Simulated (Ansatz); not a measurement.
## A series of single points on Rh

System: Rh (P6₃/mmc, 4 atoms in the cell).
Method: DFT, revPBE, plane waves (420 eV) with PAW, scalar-relativistic, no spin polarisation (Ansatz 0.2.0).

The 6 runs differ only in the geometry, by an even scaling of the cell at fixed fractional positions.

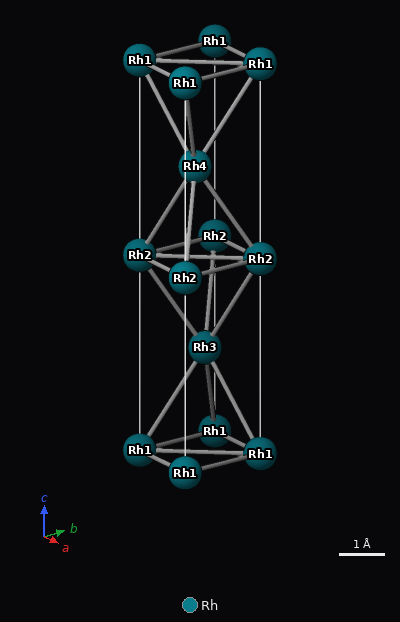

Figure 1. The structure of run 4 (ball-and-stick view of the cell of the calculation, seen slightly off an axis; atoms are numbered from 1 in the order of the input).

**Input of run 4**
```yaml
crystal:
  lattice:
    - [2.724527708, 0.0, 0.0]
    - [-1.362263854, 2.3595102085, 0.0]
    - [0.0, 0.0, 8.8849475937]
  atoms:
    - { symbol: Rh, position: [0.0, 0.0, 0.0] }
    - { symbol: Rh, position: [1.0, 0.0, 0.5] }
    - { symbol: Rh, position: [0.3333333333, 0.6666666667, 0.25] }
    - { symbol: Rh, position: [0.6666666667, 0.3333333333, 0.75] }
hamiltonian:
  xc: revpbe
  pseudopotentials:
    kind: paw
    azcp:
      Rh: "pseudopotentials/Rh.paw.azcp"
basis:
  ecutwfc: 420
  fft_grid_basis: typed
kpoints:
  mp_grid: { grid: [15, 15, 4], shift: [0, 0, 0] }
magnetization:
  spin_polarized: false
scf:
  occupations: { method: fermi_dirac, width: 0.1 }
  lower_state_search: "off"
output:
  stress: true
```

Lattice vectors (Å) and fractional positions of run 4:
```
   2.724528    0.000000    0.000000
  -1.362264    2.359510    0.000000
   0.000000    0.000000    8.884948
Rh  0.000000  0.000000  0.000000
Rh  1.000000  0.000000  0.500000
Rh  0.333333  0.666667  0.250000
Rh  0.666667  0.333333  0.750000
```

Run 3 differs from it as follows:
```diff
-    - [2.724527708, 0.0, 0.0]
-    - [-1.362263854, 2.3595102085, 0.0]
-    - [0.0, 0.0, 8.8849475937]
+    - [2.6877052521, 0.0, 0.0]
+    - [-1.343852626, 2.3276210262, 0.0]
+    - [0.0, 0.0, 8.7648660142]
```

**Results, with one run withheld**

```tsv
run	volume per atom (Å³)	free energy per atom, from the lowest run given (meV)	pressure (GPa)
1	12.566	200.68	42.75
2	13.137	81.45	24.87
3	13.708	?	?
4	14.279	0.00	0.02
5	14.851	15.67	−8.45
6	15.422	58.00	−15.01
```

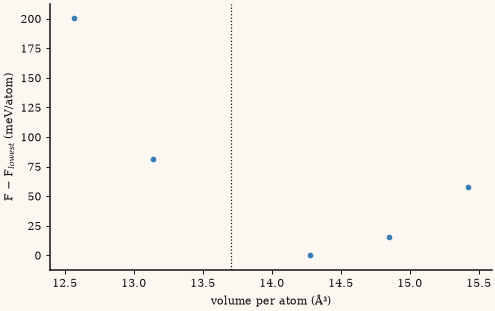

Figure 2. Free energy per atom of the runs given; the dotted line marks run 3.

Fit the runs given and predict run 3.

A cubic polynomial in V^(−2/3) (the Birch–Murnaghan form), fitted to the 5 runs given, misses them by at most 0.01 meV per atom. With x = V^(−2/3) − 0.17229 Å⁻², it reads F = 4.8649 + 4051.4 x + 8.5299e+05 x² + 3.0083e+06 x³ (meV per atom). At run 3 it gives 18.73 meV per atom, and the run itself gives 18.68. The slope of the fit gives a pressure −dF/dV of 10.91 GPa there, and the run prints 10.91 GPa. The fit has its minimum at 14.281 Å³ per atom, where V d²F/dV² gives 239 GPa. Cell shape and fractional positions are held, so this is the stiffness under even scaling; the relaxed bulk modulus wasn't computed.

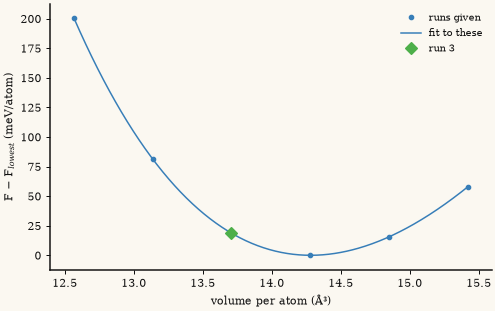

Figure 3. The fit and the withheld run.

**Output, shortened to warnings, some set-up lines, iterations and results (run 3)**
```
Basis set: ecut = 420 eV, 1091 PW (Γ)
Symmetry: 24 space group operations
k-points: 81 of 900
Initial density: superposition of atomic densities (neutral atoms: chi_scale 0, normalization atom), corrected by the library's trained network
[...]
SCF iter   1: F=—  HF=-25632.806638 eV  |F-HF|=—  |Δ(HF+E_count)|=         —  Δρ=6.65e-3  dr2=8.43e-3  ethr=1.77e-3  ⟨swp⟩=5.8  Hψ=11136  notcnv=0  defer=9
SCF iter   2: F=—  HF=-25632.809131 eV  |F-HF|=—  |Δ(HF+E_count)|=   2.49e-3  Δρ=3.47e-3  dr2=1.83e-3  ethr=1.24e-5  ⟨swp⟩=2.0  Hψ=4967  notcnv=0  defer=10
SCF iter   3: F=—  HF=-25632.809945 eV  |F-HF|=—  |Δ(HF+E_count)|=   8.14e-4  Δρ=5.85e-4  dr2=5.79e-5  ethr=2.69e-6  ⟨swp⟩=2.3  Hψ=4550  notcnv=0  defer=10
SCF iter   4: F=—  HF=-25632.809994 eV  |F-HF|=—  |Δ(HF+E_count)|=   4.84e-5  Δρ=8.43e-5  dr2=1.26e-6  ethr=8.52e-8  ⟨swp⟩=2.1  Hψ=4922  notcnv=0  defer=10
SCF iter   5: F=—  HF=-25632.809994 eV  |F-HF|=—  |Δ(HF+E_count)|=   4.06e-7  Δρ=1.73e-5  dr2=1.16e-7  ethr=1.85e-9  ⟨swp⟩=2.4  Hψ=5805  notcnv=0  defer=10
SCF iter   6: F=-25632.809994 eV  HF=-25632.809994 eV  |F-HF|=1.24e-10  |Δ(HF+E_count)|=   4.94e-9  Δρ=4.93e-6  dr2=6.01e-9  ethr=1.47e-10  ⟨swp⟩=4.0  Hψ=10456  notcnv=0
SCF 1 converged in 6 iterations: F = -25632.809994 eV  dr2 = 6.01e-9
SCF converged after 6 iterations
Free energy (F): -25632.809994 eV
Harris-Foulkes:  -25632.809994 eV  (|F-HF|=1.24e-10)
Internal energy: -25632.621239 eV  (E = F + TS)
E sigma→0 (E₀):  -25632.715616 eV
Entropy (-TS):   -0.188755 eV (-47.189 meV/atom)
Fermi energy:    22.559439 eV
--- Per-component energies (eV) ---
  E_band       = -330.712550
  E_kinetic    = 2295.158861
  E_local      = -6239.099977  (includes V_loc(G=0)·N_el)
  E_nonlocal   = 1415.871505
  E_hartree    = 2197.575490
  E_xc         = -889.034909
  E_vxc        = -1115.290449  (∫ρ·V_xc dr)
  E_paw        = -14368.550741  (= ΣΔE_a)
  E_vpaw       = -1082.506670  (= ΣTr[D̂ρ^β])
  E_aug_tail   = 0.003481  (compensation charges beyond the density's cutoff)
  E_ewald      = -10044.245499
  E_core_change = -0.299450  (= ΣΔE_core)
  E_smearing   = -0.188755  (= −TS)
  E_closure    = 0.000000  (closes the sum)
  Σ components = -25632.809994   (vs F -25632.809994, Δ=0.00e0)
--- Stress (GPa, compression-positive) ---
       10.870009       0.000000       0.000000
        0.000000      10.870009       0.000000
        0.000000       0.000000      10.994285
  P = ⅓ Tr σ = 10.9114 GPa (109.114 kbar)
```
